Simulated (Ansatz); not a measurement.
Read the following structure.

```cif
data_structure
_symmetry_space_group_name_H-M 'P 1'
_symmetry_Int_Tables_number 1
_cell_length_a 4.2427
_cell_length_b 4.2427
_cell_length_c 17.3182
_cell_angle_alpha 90.000
_cell_angle_beta 90.000
_cell_angle_gamma 120.000
_cell_volume 269.97
loop_
_atom_site_label
_atom_site_type_symbol
_atom_site_fract_x
_atom_site_fract_y
_atom_site_fract_z
_atom_site_occupancy
Ge1 Ge 0.33333 0.66667 0.90091 1
Ge2 Ge 0.66667 0.33333 0.09909 1
Sb1 Sb 0.00000 0.00000 0.68796 1
Sb2 Sb 0.00000 0.00000 0.31204 1
Te1 Te 0.00000 0.00000 0.00000 1
Te2 Te 0.66667 0.33333 0.80518 1
Te3 Te 0.33333 0.66667 0.19482 1
Te4 Te 0.33333 0.66667 0.58974 1
Te5 Te 0.66667 0.33333 0.41026 1
```

Question: Summarise the structure in words.

Answer: Chemical formula Ge$_{2}$Sb$_{2}$Te$_{5}$. The atoms follow space group P-3m1 (No. 164); the Bravais lattice is primitive hexagonal. Cell content: 2 Ge, 2 Sb, 5 Te, that is 1 formula unit. Each Ge has six Te in an octahedral arrangement at 2.96 to 2.99 Å. Each Sb atom is coordinated by six Te in a distorted octahedral arrangement at 2.98 to 3.18 Å. Te takes three kinds of site: 1a with six Ge in an octahedral arrangement at 2.99 Å; 2d with three Ge and three Sb in a distorted octahedral arrangement (2.96 Å to Ge, 3.18 Å to Sb); 2d with three Sb in a trigonal pyramidal arrangement at 2.98 Å. The bonds build Ge2Sb2Te5 layers parallel to (001).

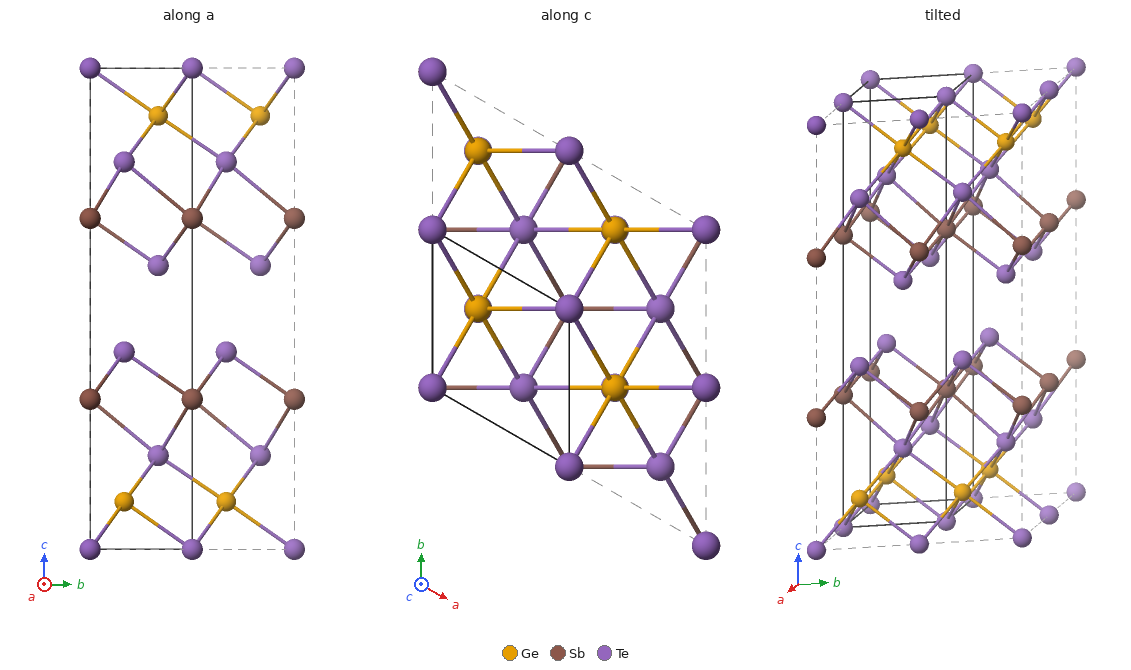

Ball-and-stick representation of a periodic structure, projected along the a axis, along the c axis and slightly off an axis. The drawing covers 2×2×1 cells, and the solid lines enclose one conventional unit cell.

The cell started as a structure listed in the Materials Project. Earlier steps of the study may have refined or changed the cell and positions. It was the input of a calculation with Ansatz.
